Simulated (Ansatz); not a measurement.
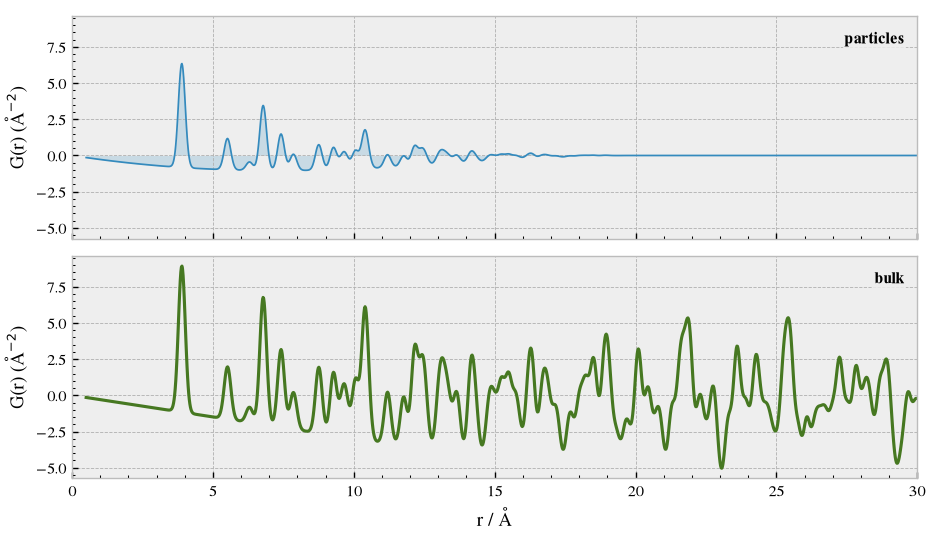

Computed X-ray G(r), with each pair weighted by the product of the atomic numbers (X-ray weights at Q = 0) and a uniform peak width σ = 0.12 Å, for spherical particles of Eu with the bulk structure: the bulk G(r) is multiplied by the envelope of a sphere of diameter D, 1 − 3r/2D + r³/2D³, with no surface relaxation. The number density is 0.0238 atoms per Å³. Structure used: the input geometry of an electronic-structure calculation (not necessarily at equilibrium); the starting structure was generated, so it need not be a known form of this composition.

Estimate the particle diameter.

Answer. About 20 Å (2.0 nm): the signal is half of the bulk amplitude at r ≈ 6.9 Å and vanishes at r = D, fading from view somewhat earlier.

Roughly how many atoms does one particle hold?

Answer. About 100 (number density 0.0238 Å⁻³ times πD³/6).
